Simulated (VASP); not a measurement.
# Band edges against the vacuum: CH3-terminated Si(111)

Where do the bulk band edges lie against the vacuum outside CH3-terminated Si(111)?

Method: PBE; plane waves and PAW (Si), in the first sound run; inputs show where later runs differ, in VASP 6.6.1.

The experiments to compare with:

For Si, diamond cubic (unstructured n-type silicon wafer, reference for black silicon, 300 K), “Enhanced near-infrared absorber: two-step fabricated structured black silicon and its device application” (2018, pmc:6179974) gives, by absorptance spectroscopy with Tauc analysis: band gap (indirect optical gap from Tauc plot of Kubelka-Munk function) 1.12 eV [Extrapolated Tauc tangent of Kubelka-Munk function at room temperature; phonon-assisted …].

Most raw output is cut from this account.

## (1) Set-up

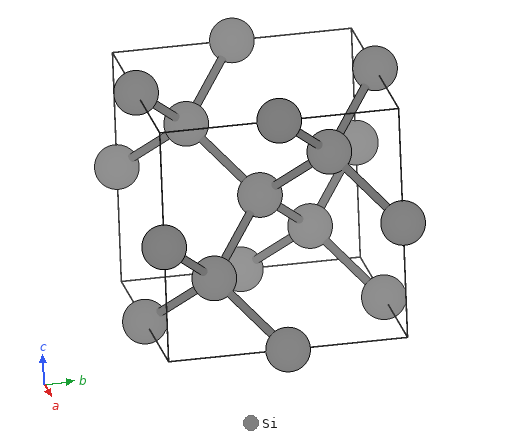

Start, viewed slightly off an axis; silicon grey. This picture shows the conventional cell, with its axes. Some periodic images of atoms are drawn too.

Coordinates:

```
Si
1.0
     0.00000    2.71500    2.71500
     2.71500    0.00000    2.71500
     2.71500    2.71500    0.00000
Si
2
Direct
  0.00000 0.00000 0.00000
  0.25000 0.25000 0.25000
```

## (2) Relaxing the bulk crystal

First cell and atoms are relaxed at a raised cutoff, so that later runs start from this functional's own cell.

File INCAR:

```
SYSTEM = Si
PREC = Accurate
ENCUT = 440
EDIFF = 1E-06
NELM = 120
ISMEAR = 0
SIGMA = 0.03
LREAL = .FALSE.
ALGO = Normal
GGA = PE
NBANDS = 10
LORBIT = 11
LWAVE = .FALSE.
LCHARG = .FALSE.
KPAR = 4
IBRION = 2
NSW = 40
ISIF = 3
EDIFFG = -0.02
POTIM = 0.4
```

File POSCAR:

```
Si
1.0
    0.0000000000      2.7150000000      2.7150000000
    2.7150000000      0.0000000000      2.7150000000
    2.7150000000      2.7150000000      0.0000000000
Si
2
Direct
    0.0000000000      0.0000000000      0.0000000000
    0.2500000000      0.2500000000      0.2500000000
```

File KPOINTS:

```
Automatic mesh
0
Gamma
6 6 6
0 0 0
```

PAW data sets: Si (PBE family, release 64).

The run is started by

```bash
> mpirun -np 4 vasp_std
```

Elapsed: 8.8 s, on 4 MPI ranks of AMD EPYC 7R43, shared host; peak memory 0.46 GiB; 31 s of CPU time.

The run keeps the 48 symmetry operations of its start, so it cannot find a distortion of lower symmetry.

Relaxation path:

```csv
step,energy less that of the first step (eV),largest force (eV/Å),pressure (GPa),volume (Å³)
1,0.0000,0.0000,2.06,40.03
2,-0.0049,0.0000,-0.67,41.23
3,-0.0056,0.0000,0.01,40.91
```

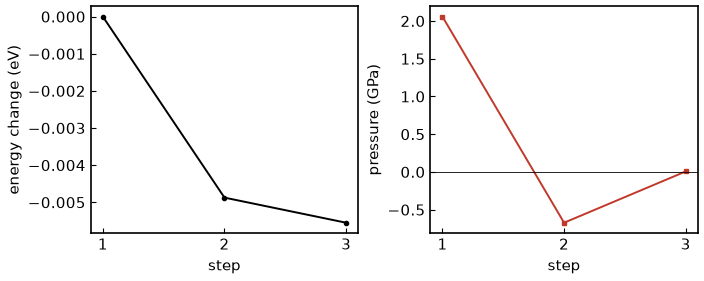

Energy and pressure along the relaxation.

| conventional cell, symmetrised | before | after | change |
| --- | --- | --- | --- |
| a (Å) | 5.430 | 5.470 | +0.7 % |
| b (Å) | 5.430 | 5.470 | +0.7 % |
| c (Å) | 5.430 | 5.470 | +0.7 % |
| volume (Å³/atom) | 20.01 | 20.45 | +2.2 % |

Final coordinates:

```xyz
2
Lattice="0.0000 2.7348 2.7348 2.7348 0.0000 2.7348 2.7348 2.7348 0.0000" Properties=species:S:1:pos:R:3 pbc="T T T"
Si    0.0000    0.0000    0.0000
Si    1.3674    1.3674    1.3674
```

This step gave:

* electronic cycles: 21
* electrons: 8
* free energy (TOTEN): -10.83 eV
* Fermi energy: 5.801 eV

The run ended after 3 ionic steps, 0.006 eV below its first step, once forces and stress met EDIFFG = -0.02.

## (3) Band edges of the bulk

A static bulk run at the slab's cutoff gives the band edges and the core potentials that tie them to the slab.

File INCAR:

```
SYSTEM = Si
PREC = Normal
ENCUT = 440
EDIFF = 1E-06
NELM = 120
ISMEAR = 0
SIGMA = 0.03
LREAL = .FALSE.
ALGO = Normal
GGA = PE
NBANDS = 10
LORBIT = 11
LWAVE = .FALSE.
LCHARG = .FALSE.
KPAR = 4
```

File POSCAR:

```
Si
1.0
    0.0000000000      2.7348421506      2.7348421506
    2.7348421506      0.0000000000      2.7348421506
    2.7348421506      2.7348421506      0.0000000000
Si
2
Direct
    0.0000000000      0.0000000000      0.0000000000
    0.2500000000      0.2500000000      0.2500000000
```

File KPOINTS:

```
Automatic mesh
0
Gamma
14 14 14
0 0 0
```

The run is started by

```bash
> mpirun -np 4 vasp_std
```

Wall time 8.6 s (4 MPI ranks); peak memory 0.42 GiB.

The gap is read on the k-mesh alone, so it is an upper bound where the band edges lie off the mesh.

Numbers from this step:

```
electronic cycles              : 11
free energy (TOTEN)            : -10.85 eV
Fermi energy                   : 5.740 eV
metallic                       : no
gap on the k-mesh              : 0.6129 eV
least direct gap on the k-mesh : 2.557 eV
```

## (4) Surface relaxation

This step: PBE; plane waves and PAW (Si, H, C) (VASP 6.6.1).

System of this step: CH3-terminated Si(111). The cell holds 15 atoms: 10 Si, 4 H and 1 C. Cell: a = 3.868 Å, b = 3.868 Å, c = 33.131 Å, α = 90.0°, β = 90.0°, γ = 60.0°. It derives from Si. 10 layers of Si at this functional's lattice, CH3 on top and H below. Vacuum lies along c.

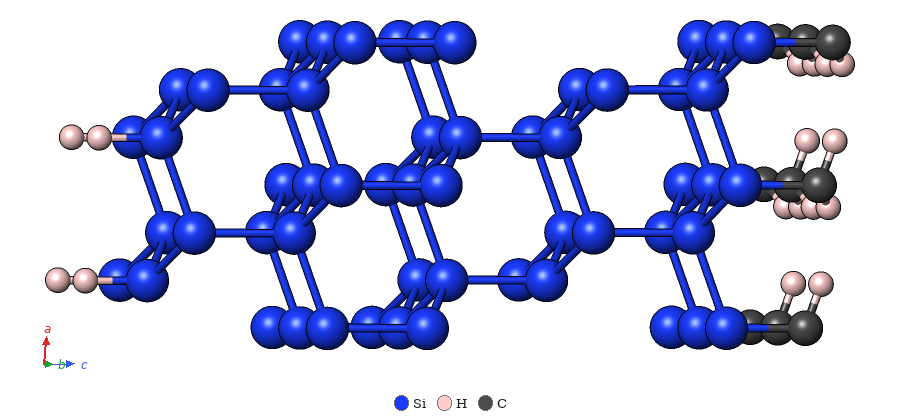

The cell of this step (silicon blue, hydrogen pink, carbon dark grey). 2×2×1 cells are drawn. Some periodic images of atoms are drawn too.

All atoms relax at the fixed cell.

File INCAR:

```
SYSTEM = Si10H4C
PREC = Normal
ENCUT = 440
EDIFF = 1E-05
NELM = 120
ISMEAR = 0
SIGMA = 0.03
LREAL = Auto
ALGO = Fast
GGA = PE
NBANDS = 39
LORBIT = 11
LWAVE = .FALSE.
LCHARG = .FALSE.
KPAR = 4
IBRION = 2
NSW = 60
ISIF = 2
EDIFFG = -0.03
POTIM = 0.4
MAXMIX = 40
IDIPOL = 3
LDIPOL = .TRUE.
DIPOL = 0.5 0.5 0.543
```

File POSCAR:

```
Si10H4C
1.0
    3.8676508603      0.0000000000      0.0000000000
    1.9338254302      3.3494838980      0.0000000000
    0.0000000000      0.0000000000     33.1311757406
Si H C
10 4 1
Direct
    0.3333333300      0.3333333300      0.2858335000
    0.6666666700      0.6666666700      0.3096624500
    0.6666666700      0.6666666700      0.3811492800
    0.0000000000      0.0000000000      0.4049782200
    0.0000000000      0.0000000000      0.4764650500
    0.3333333300      0.3333333300      0.5002940000
    0.3333333300      0.3333333300      0.5717808300
    0.6666666700      0.6666666700      0.5956097700
    0.6666666700      0.6666666700      0.6670966000
    0.0000000000      0.0000000000      0.6909255500
    0.3333333300      0.3333333300      0.2414644200
    0.8462449700      0.3075100600      0.7585355800
    0.8462449700      0.8462449700      0.7585355800
    0.3075100600      0.8462449700      0.7585355800
    0.0000000000      0.0000000000      0.7473678500
```

File KPOINTS:

```
Automatic mesh
0
Gamma
9 9 1
0 0 0
```

PAW data sets: Si, H and C (PBE family, release 64).

The run is started by

```bash
> mpirun -np 4 vasp_std
```

It took 5.9 min on 4 MPI ranks; peak memory 1.3 GiB; 23 min of CPU time.

The run keeps the 6 symmetry operations of its start, so it cannot find a distortion of lower symmetry.

Step by step:

```csv
step,energy less that of the first step (eV),largest force (eV/Å)
1,0.0000,0.8722
2,-0.0307,0.4847
3,-0.0327,0.3092
4,-0.0418,0.1641
5,-0.0423,0.2097
6,-0.0478,0.1294
7,-0.0481,0.1323
8,-0.0500,0.0960
9,-0.0505,0.1098
10,-0.0520,0.0647
11,-0.0526,0.1090
12,-0.0534,0.0396
13,-0.0534,0.0469
14,-0.0537,0.0246
```

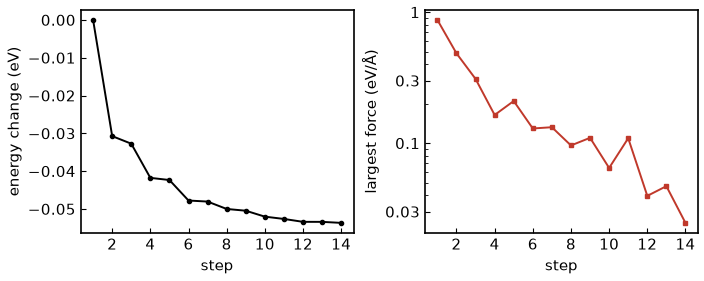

Energy and largest force along the relaxation.

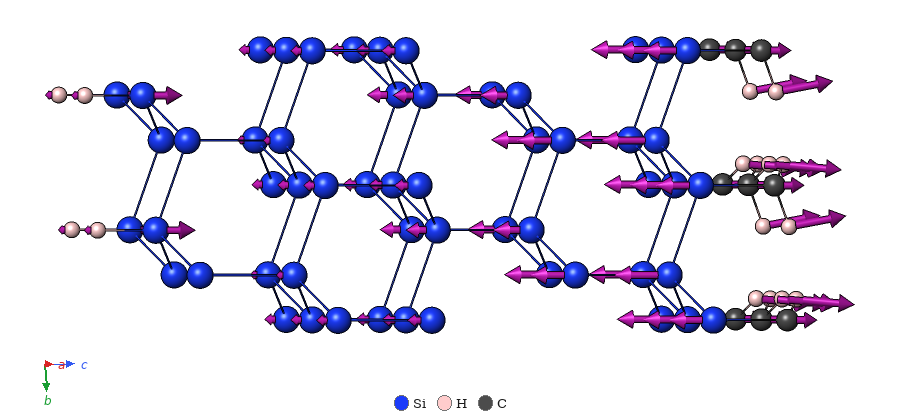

Displacements in the relaxation, exaggerated; the longest in the cell stands for 0.05 Å. 2×2×1 cells are drawn. Some periodic images of atoms are drawn too.

The atoms that moved most (Å):

```
atom      dx      dy      dz  length
 H12   0.000  -0.009   0.050   0.051
 H13   0.008   0.005   0.050   0.051
 H14  -0.008   0.005   0.050   0.051
 Si9   0.000   0.000  -0.044   0.044
 Si8   0.000   0.000  -0.034   0.034
Si10   0.000   0.000  -0.033   0.033
 Si1   0.000   0.000   0.029   0.029
 Si7   0.000   0.000  -0.027   0.027
```

The relaxed structure:

```xyz
15
Lattice="3.8677 0.0000 0.0000 1.9338 3.3495 0.0000 0.0000 0.0000 33.1312" Properties=species:S:1:pos:R:3
Si    1.9338    1.1165    9.4986
Si    3.8677    2.2330   10.2581
Si    3.8677    2.2330   12.6210
Si    0.0000    0.0000   13.4066
Si    0.0000    0.0000   15.7721
Si    1.9338    1.1165   16.5548
Si    1.9338    1.1165   18.9166
Si    3.8677    2.2330   19.6993
Si    3.8677    2.2330   22.0580
Si    0.0000    0.0000   22.8577
H     1.9338    1.1165    7.9931
H     3.8677    1.0207   25.1809
H     4.9176    2.8392   25.1809
H     2.8177    2.8392   25.1809
C     0.0000    0.0000   24.7819
```

This step gave:

* electronic cycles: 95
* electrons: 48
* free energy (TOTEN): -77.5819 eV
* Fermi energy: 0.9365 eV
* dipole moment: 0, 0, -0.06336 e·Å
* gap on the k-mesh: 0.8787 eV
* least direct gap on the k-mesh: 1.549 eV

The run ended after 14 ionic steps, 0.054 eV below its first step, once the forces on the free atoms met EDIFFG = -0.03.

VASP counts the dipole in electrons times Å, so a positive number points the physical dipole along −c.

## (5) Vacuum level and density of states

A static run writes the electrostatic potential without exchange and correlation (LVHAR), which is flat in the vacuum and gives the level to count from. The dipole correction cancels the field that unlike faces would set up across the vacuum.

File INCAR:

```
SYSTEM = Si10H4C
PREC = Normal
ENCUT = 440
EDIFF = 1E-06
NELM = 120
ISMEAR = 0
SIGMA = 0.03
LREAL = Auto
ALGO = Fast
GGA = PE
NBANDS = 39
LORBIT = 11
LWAVE = .FALSE.
LCHARG = .TRUE.
KPAR = 4
IDIPOL = 3
LDIPOL = .TRUE.
DIPOL = 0.5 0.5 0.543
LVHAR = .TRUE.
LVACPOTAV = .TRUE.
NEDOS = 1500
```

File POSCAR:

```
Si10H4C
1.0
    3.8676508603      0.0000000000      0.0000000000
    1.9338254302      3.3494838980      0.0000000000
    0.0000000000      0.0000000000     33.1311757406
Si H C
10 4 1
Direct
    0.3333333300      0.3333333300      0.2866967592
    0.6666666700      0.6666666700      0.3096201072
    0.6666666700      0.6666666700      0.3809401839
    0.0000000000      0.0000000000      0.4046515214
    0.0000000000      0.0000000000      0.4760497862
    0.3333333300      0.3333333300      0.4996748157
    0.3333333300      0.3333333300      0.5709600402
    0.6666666700      0.6666666700      0.5945839777
    0.6666666700      0.6666666700      0.6657781926
    0.0000000000      0.0000000000      0.6899166421
    0.3333333300      0.3333333300      0.2412576432
    0.8476390588      0.3047218824      0.7600371993
    0.8476390588      0.8476390588      0.7600371993
    0.3047218824      0.8476390588      0.7600371993
    0.0000000000      0.0000000000      0.7479929928
```

KPOINTS is that of step 4.

File KPOINTS_OPT:

```
Line mode
14
Line-mode
Reciprocal
  0.00000000   0.00000000   0.00000000 GAMMA
  0.00000000  -0.50000000   0.00000000 M

  0.00000000  -0.50000000   0.00000000 M
  0.33333333  -0.33333333   0.00000000 K

  0.33333333  -0.33333333   0.00000000 K
  0.00000000   0.00000000   0.00000000 GAMMA
```

The run is started by

```bash
> mpirun -np 4 vasp_std
```

Elapsed: 3.2 min, on 4 MPI ranks; peak memory 1.5 GiB.

Numbers from this step:

| Property | Result |
| --- | --- |
| electronic cycles | 24 |
| Fermi energy | 0.8845 eV |
| least gap on mesh and path | 0.8788 eV |
| least direct gap on mesh and path | 1.549 eV |
| dipole moment | 0, 0, -0.06343 e·Å |
| vacuum levels | 4.612, 5.498 eV |
| ionisation potentials of the upper and lower face | 3.854, 4.740 eV |
| electron affinities of the upper and lower face | 2.975, 3.861 eV |

The electronic bands at the labelled points (eV, zero at the valence-band top; v1 is the highest filled band, c1 the lowest empty one):

```csv
point,v4,v3,v2,v1,c1,c2,c3,c4
Γ,-0.23,-0.23,0.00,0.00,1.55,1.68,1.90,2.25
M,-1.97,-1.53,-1.52,-1.21,0.89,1.17,1.31,1.62
K,-2.44,-2.25,-2.23,-2.10,2.05,2.11,2.22,3.09
Γ,-0.23,-0.23,0.00,0.00,1.55,1.68,1.90,2.25
```

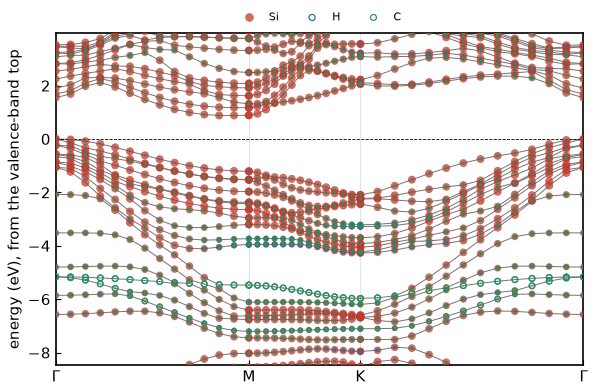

Electronic bands along the path; dots are coloured as in the legend, and their area grows with the weight.

The planar average of the electrostatic potential oscillates, so the rows of the table below give means over windows of 3.13 Å about each position, cut where the curve ends. Its maxima inside the range that stand out by 2 % of the span (Å: eV): 4.5: 4.61, 11.4: 1.99, 14.6: 2.01, 17.8: 2.01, 20.9: 2.02, 24.0: 1.83. Its minima: 9.8: -13.6, 13.0: -13.2, 16.2: -13.3, 19.3: -13.3, 22.5: -12.9, 25.0: -4.69.

Zero at the Fermi level. Table of planar average of the electrostatic potential by height; means over each step:

```csv
height (Å),planar average of the electrostatic potential (eV)
1.56,4.22
4.70,4.61
7.83,1.69
10.96,-5.75
14.09,-5.65
17.22,-5.69
20.35,-5.68
23.48,-5.45
26.61,2.41
29.74,3.73
32.87,3.73
```

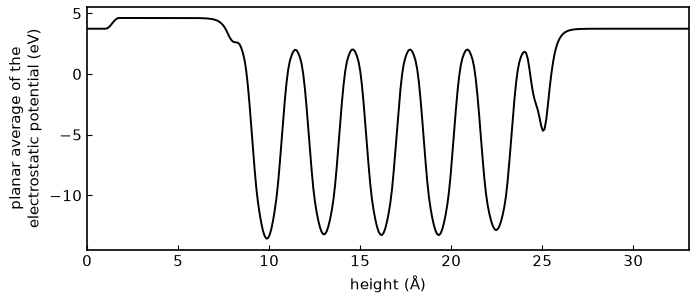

Planar average of the electrostatic potential against height.

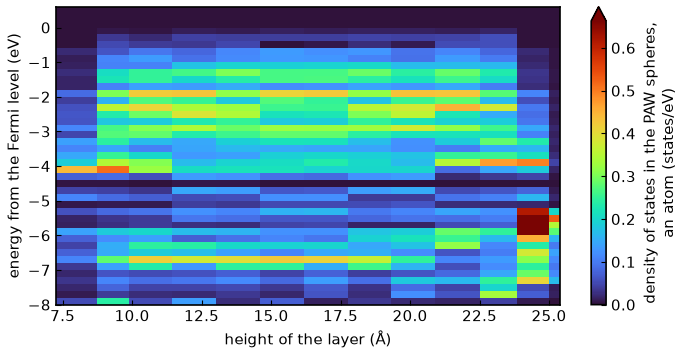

Density of states in the PAW spheres, an atom over height of the layer and energy from the Fermi level.

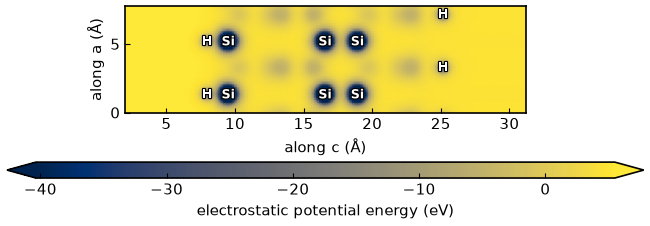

Electrostatic potential energy in the ca plane at fractional y = 0.305, with atoms of Si and H within 0.2 Å of it. With pseudopotentials it is smooth inside the atoms' cores, unlike the true potential. The far vacuum is left out of the map.

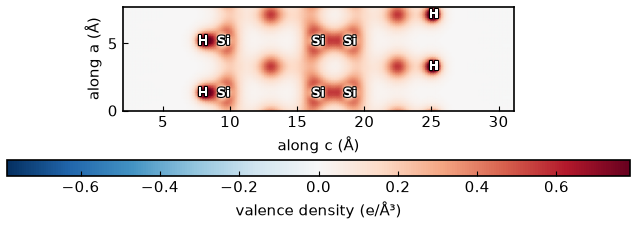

Valence density in the ca plane at fractional y = 0.305, with atoms of Si and H within 0.2 Å of it. It is the smooth field of the valence electrons, not physical close to the nuclei. The far vacuum is left out of the map.

The map of layer states is cut here 0.5 eV above the Fermi level, so it leaves out the states above that.

The vacuum level lies 3.85 eV above the highest filled level at the upper face; the two faces differ by 0.89 eV, the step that the slab's dipole of -0.063 e·Å makes.

VASP counts the dipole in electrons times Å, so a positive number points the physical dipole along −c.

The program found no field-free point at its default tolerance, but its printed level agrees with the flat part of the planar average.

## (6) Lining up bulk and slab

This step: band edges against the vacuum, PBE; plane waves and PAW (VASP 6.6.1).

Derived from the runs above.

Numbers from this step:

```
ionisation energy : 3.774 eV
offset spread     : 0.003100 eV
bulk gap          : 0.6129 eV
slab gap          : 0.8788 eV
electron affinity : 3.161 eV
```

The averaged core potentials of the four middle atoms lie -4.772 eV from those of the bulk run. The bulk valence top (5.610 eV), moved by that offset, is taken from the upper vacuum level (4.612 eV).

## (7) Outcome

```yaml
ionisation_energy: 3.77 eV
electron_affinity: 3.16 eV
```

In words: The bulk valence-band top lies 3.77 eV below the vacuum of CH3-terminated Si(111), and the conduction-band bottom 3.16 eV. The slab's least gap is 0.88 eV, against 0.61 eV in the bulk. Confinement widens it, surface states can narrow it, and the two gaps need not lie at the same wave vector; the faces' own affinities count to the slab's lowest empty state. The offsets of the four middle atoms spread by 0.00 eV; a shift common to all four would not show in it. The bulk edges are read on a mesh, so a band minimum between its points makes the gap too large and the affinity too small. The methyl groups start eclipsed with the bonds below, and symmetry keeps them from turning. One thickness was run. Semilocal band edges put the valence top too high and the gap too small.

Computed beside measured:

| quantity | measured | PBE |
| --- | --- | --- |
| band gap (gap on the k-mesh) (eV) | 1.12 | 0.61 (-0.51 eV) |

Measured values from pmc:6179974 (2018).

How well it matches: The band gap is off by -0.51 eV. Local and semilocal functionals usually give gaps below the measured ones. The computed gap is read on a k-mesh, which can miss the band edges. An optical gap can lie under the band gap by the exciton's binding. Zero-point and thermal motion shift the measured gap.

[Lines on the potential files, build, host, timing and source positions are cut from VASP's logs without a mark.]

[Logs are printed without paths, hosts, clocks, repeated set-up lines and the standing remarks that a program may print on its own settings, such as how far it seeks lower states.]

[Hosts, paths, dates, database ids (printed as entryN), source tags and the programs' standing remarks are cut or masked in the printed files.]

[Runs that stopped without an error message from VASP are left out.]
